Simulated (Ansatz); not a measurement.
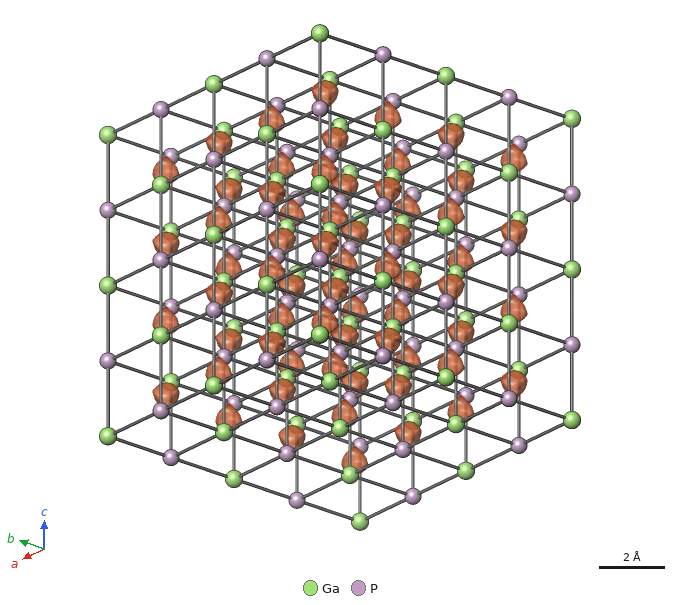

The orange surface encloses the points that the centre of a probe sphere of radius 0.70 Å can occupy in GaP (Fm-3m), computed on a grid of about 0.14 Å (2×2×2 cells shown, view from a free direction; pale faces close the region where the box cuts it).

The atoms' radii are covalent radii (Cordero): Ga 1.22 Å, P 1.07 Å.

Origin of the cell: coordinates from a relaxation with DFT, r2SCAN+rVV10, plane waves, PAW (Ansatz 0.2.0).

```cif
data_structure
_symmetry_space_group_name_H-M 'Fm-3m'
_symmetry_Int_Tables_number 225
_cell_length_a 5.1027
_cell_length_b 5.1027
_cell_length_c 5.1027
_cell_angle_alpha 90.000
_cell_angle_beta 90.000
_cell_angle_gamma 90.000
_cell_volume 132.87
loop_
_atom_site_label
_atom_site_type_symbol
_atom_site_symmetry_multiplicity
_atom_site_Wyckoff_symbol
_atom_site_fract_x
_atom_site_fract_y
_atom_site_fract_z
_atom_site_occupancy
Ga1 Ga 4 a 0.00000 0.00000 0.00000 1
P1 P 4 b 0.50000 0.00000 0.00000 1
```

Question: Describe the connectivity of the accessible space.

Answer: They are isolated pockets that do not connect across cells.

Question: What share of the cell can the probe's centre reach?

Answer: About 2 % of the volume (2.6 Å³ of 132.9 Å³).

Question: Give the largest included and the largest free sphere.

Answer: The largest sphere that fits anywhere has a diameter of 1.98 Å; the largest that can travel through the crystal, about 1.2 Å.

Question: How does the connectivity change as the probe shrinks?

Answer: Below a radius of about 0.59 Å the space forms a three-dimensional network. These are grid estimates, good to about 0.05 Å.
